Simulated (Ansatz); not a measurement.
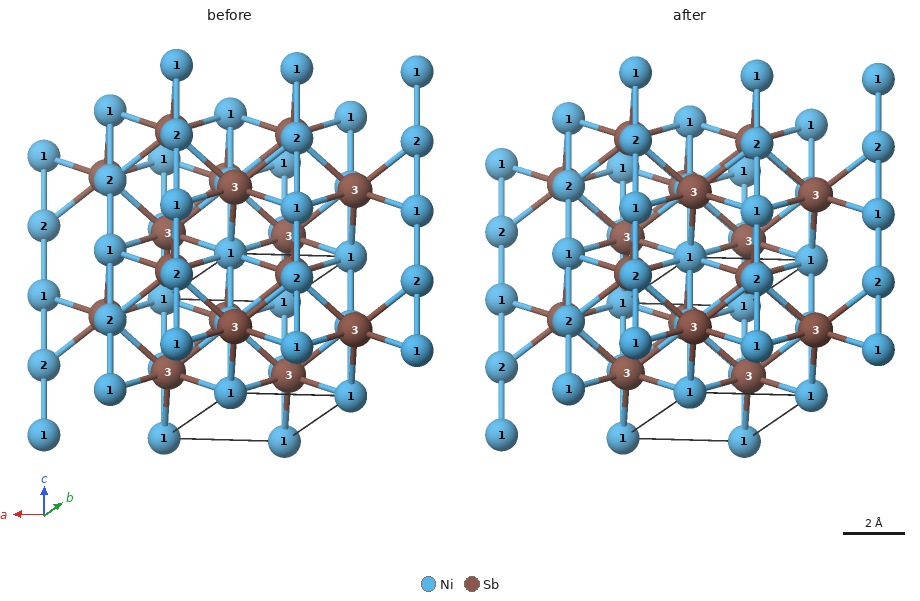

Left: solid NiSb (set up in P6_3/mmc). Right: the same structure after one change, at the same scale. Style: ball-and-stick. Shown: the cell of the calculation, repeated 2 × 2 × 2 with one cell outlined, from a free direction.

Theory: DFT PBE, scalar-relativistic, plane waves, PAW (Ansatz 0.2.0). Settings: plane-wave cutoff 420 eV; k-point mesh 18 × 18 × 10; occupations gaussian; smearing width 0.1 eV; no spin polarisation.

**What was changed?**

Uniaxial strain along c, −3.0 %, is applied. The a and b axes and the atoms are relaxed.

**And its effect?**

The drawn cell changes as follows: a = b 3.976 → 4.013 Å (+0.9 %), c 5.157 → 5.002 Å (−3.0 %); the volume changes by −1.2 %. The atoms keep their places relative to the cell (all moves are under 0.005 Å). Some distances before and after: Ni–Ni 2.578 → 2.501 Å. The space group stays P6_3/mmc (No. 194). Energy change: +7.3 meV per atom. Pressure: 0.0 GPa before, 1.4 GPa after. The principal stresses (compression positive) are 4.3 GPa along c and none across it.

Limits of the set-up: an element that often carries a moment was run without spin polarisation.
